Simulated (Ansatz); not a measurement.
A series of calculations on Zr12B

**1. Relaxation**

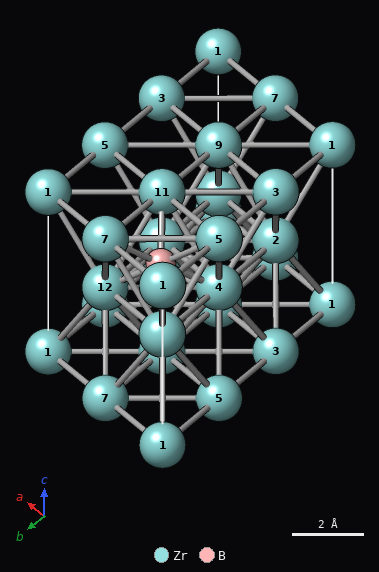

Starting structure of a defect cell of composition Zr₁₂B. Style: ball-and-stick. Shown: the cell of the calculation, from a free direction.

It is an interstitial B in hcp Zr. The run prepares an end point of a later path (interstitial hop) calculation, from a guessed geometry.

Method: DFT PBE, scalar-relativistic, plane waves, PAW (Ansatz 0.2.0).

Input file:
```yaml
crystal:
  lattice:
    - [6.46, 0.0, 0.0]
    - [-4.845, 8.391786, 0.0]
    - [0.0, 0.0, 5.14539]
  atoms:
    - { symbol: Zr, position: [0.0, 0.0, 0.0] }
    - { symbol: Zr, position: [0.1666667, 0.2222222, 0.5] }
    - { symbol: Zr, position: [0.0, 0.3333333, 0.0] }
    - { symbol: Zr, position: [0.1666667, 0.5555556, 0.5] }
    - { symbol: Zr, position: [0.0, 0.6666667, 0.0] }
    - { symbol: Zr, position: [0.1666667, 0.8888889, 0.5] }
    - { symbol: Zr, position: [0.5, 0.0, 0.0] }
    - { symbol: Zr, position: [0.6666667, 0.2222222, 0.5] }
    - { symbol: Zr, position: [0.5, 0.3333333, 0.0] }
    - { symbol: Zr, position: [0.6666667, 0.5555556, 0.5] }
    - { symbol: Zr, position: [0.5, 0.6666667, 0.0] }
    - { symbol: Zr, position: [0.6666667, 0.8888889, 0.5] }
    - { symbol: B, position: [0.3377249, 0.7827097, 0.7493175] }
basis:
  ecutwfc: 420.0
kpoints:
  mp_grid: { grid: [3, 2, 3] }
hamiltonian:
  xc: pbe
scf:
  occupations: { method: gaussian, width: 0.1 }
  lower_state_search: "off"
relax:
  f_tol: 0.03
  max_steps: 60
  adjacent_minimum: "off"
output:
  write_density: true
  write_potential: true
  elf: true
  volumetric_format: npy
```

Command:
```bash
ansatz run input.yaml --threads 4 --pin off --max-ram 10240MiB --backend cpu --events-out ev --progress --plain --runs-dir out
```

> Predict the outcome.

The atom that moves furthest is Zr12 (0.076 Å roughly along [1 1 −3]). By element the largest moves are Zr 0.076 Å, B 0.038 Å. The cell stays as it was. Some distances before and after: Zr11–Zr12 3.177 → 3.307 Å, Zr4–Zr5 3.177 → 3.280 Å, Zr7–B13 2.234 → 2.335 Å, Zr4–Zr11 3.177 → 3.273 Å. Bond angles that change, for instance: Zr6–B13–Zr12 91.9° → 89.3°. After 4 geometry steps the energy has fallen by 0.173 eV per cell of the calculation. Largest force component: 0.85 eV/Å at the start, 0.013 eV/Å at the end. Cost: 35 s on 4 threads of Arm Neoverse V1, on a shared host, peak memory 0.97 GiB.

History of the run:

| step | E − E(0), meV/atom | largest force component, eV/Å |
| --- | --- | --- |
| 0 | 0.00 | 0.8455 |
| 1 | -8.42 | 0.3765 |
| 2 | -13.21 | 0.1155 |
| 3 | -13.31 | 0.0470 |
| 4 | -13.33 | 0.0127 |

Final geometry:

```
Zr B
1.0
     6.46000    0.00000    0.00000
    -4.84500    8.39179    0.00000
     0.00000    0.00000    5.14539
Zr B
12 1
Direct
  0.00626 0.00601 0.99406
  0.16720 0.22410 0.49434
  0.99868 0.32901 0.00038
  0.16070 0.54890 0.49300
  0.99701 0.66498 0.01389
  0.16600 0.89275 0.48955
  0.50667 0.00750 0.00701
  0.66871 0.22732 0.49966
  0.50003 0.33217 0.00555
  0.66097 0.55025 0.50581
  0.50134 0.66351 0.01021
  0.67038 0.89131 0.48589
  0.33378 0.77824 0.74996
```

After the run, drawn alike:

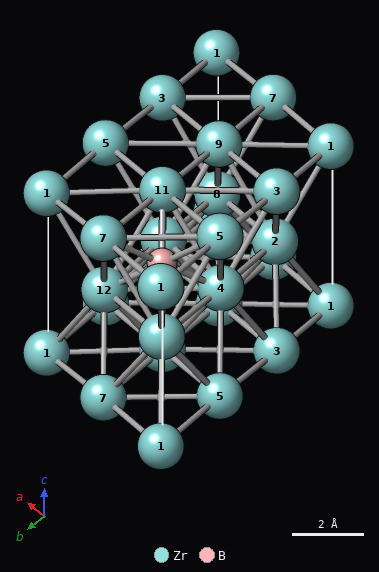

Limits of the set-up: the k-point mesh is coarse for a cell with partly filled bands; the periodic images lie only 5.1 Å apart, so the values are limited by the cell's size.

**2. Relaxation**

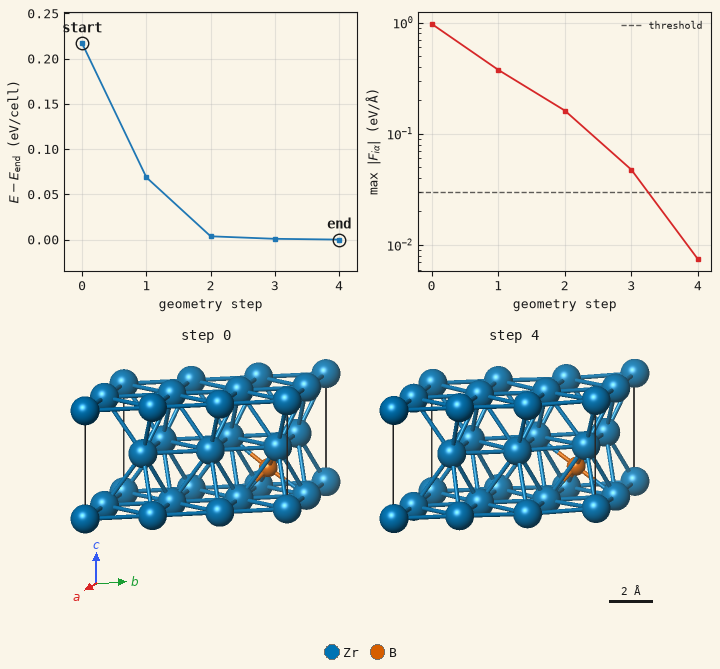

First and last geometry of a relaxation of a defect cell of composition Zr12B, with the history of the run. A ball-and-stick model of the cell of the calculation, seen slightly off an axis.

It is an interstitial B in hcp Zr. The run prepares an end point of a later path (interstitial hop) calculation, from a guessed geometry.

Computed with DFT PBE, scalar-relativistic, plane waves, PAW (Ansatz). Set-up: plane-wave cutoff 420 eV; k-point mesh 3 × 2 × 3; occupations gaussian; smearing width 0.1 eV; no spin polarisation; atoms relaxed in a fixed cell; force threshold 0.03 eV/Å; at most 60 steps.

Question: Did the run converge, and what did it change?

Answer: It converged. The largest move is that of the B atom, 0.083 Å roughly along [−3 −1 3]. Largest moves by element: B 0.083 Å, Zr 0.079 Å. The cell stays as it was. Some distances before and after: Zr–Zr 3.177 → 3.307 Å, B–Zr 2.197 → 2.323 Å, B–Zr 2.211 → 2.335 Å, Zr–Zr 3.177 → 3.280 Å. Bond angles that change, for instance: Zr–B–Zr 175.5° → 180.0°, Zr–B–Zr 87.0° → 90.7°, Zr–B–Zr 176.4° → 180.0°. The energy falls by 0.217 eV per cell of the calculation in 4 geometry steps. The largest force component goes from 0.97 to 0.0074 eV/Å.

Limits of the set-up: the k-point mesh is coarse for a cell with partly filled bands; the periodic images lie only 5.1 Å apart, so the values are limited by the cell's size.

**3. Path**

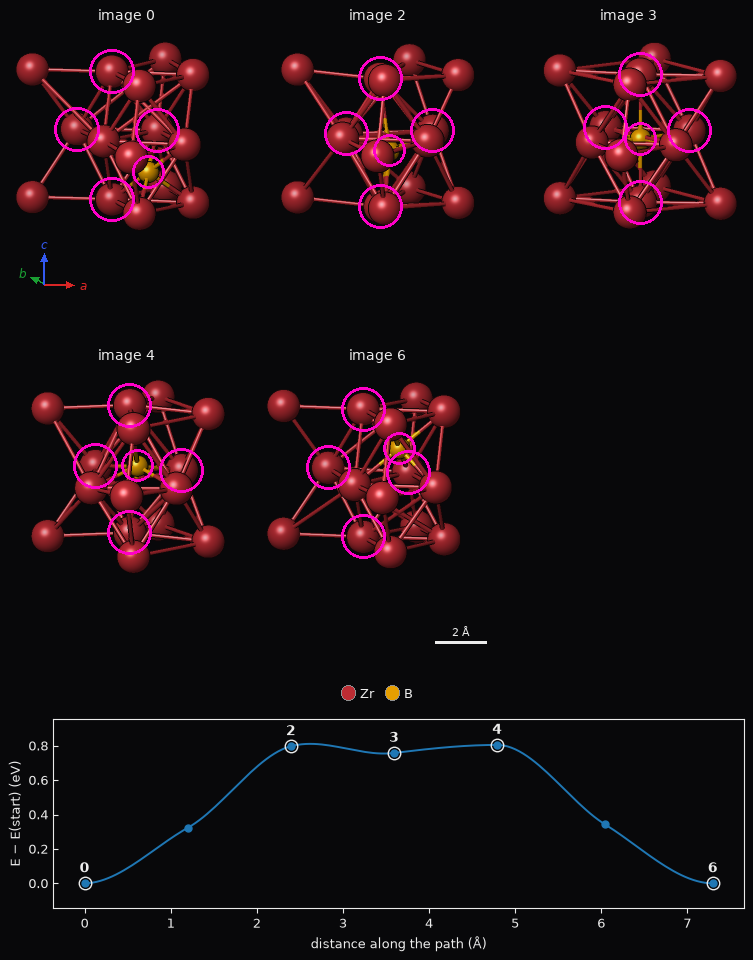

A search for the minimum-energy path of Zr with an interstitial B (13 atoms in the cell) by the nudged elastic band. Images are numbered from 0 (start) to 6 (end). Style: ball-and-stick. Shown: the atoms within 4.3 Å of the middle of the path, slightly off an axis. The atoms that move most are ringed. Bonds to atoms that aren't drawn are left out.

Level of theory: Ansatz, DFT PBE, scalar-relativistic, plane waves, PAW. Run with plane-wave cutoff 420 eV; k-point mesh 3 × 2 × 3; Gaussian smearing 0.1 eV; 5 movable images; climbing image; force threshold 0.05 eV/Å; iteration limit 74; starting path by image-dependent pair potential.

> What happens along the path, and what is the barrier?

The two ends have the same energy, and the highest point, image 4, lies 0.80 eV above the start. The profile has 2 maxima (images 2, 4) with a dip at image 3 (+0.76 eV), so the process runs in steps. The path has more than one stage, and so few images may leave a stage unresolved. The B atom travels furthest, 2.57 Å from end to end, along +c, on a path that bends up to 0.79 Å away from the straight line. At the highest image its nearest neighbour (Zr) is 2.31 Å away, against 2.32 Å at the start, and the surrounding atoms stand up to 0.98 Å off the mean of their end positions. The band converged in 37 iterations. The climbing image converged on the top of the path. A check of its curvatures found one unstable direction (−0.61 eV/Å²), as a transition state must have.

Limits of the set-up: the k-point mesh is coarse for a cell with partly filled bands; the periodic images lie only 5.1 Å apart, so the values are limited by the cell's size.

The run took 36 min on 4 threads of Arm Neoverse V1, with other jobs on the host, peak memory 2.3 GiB.
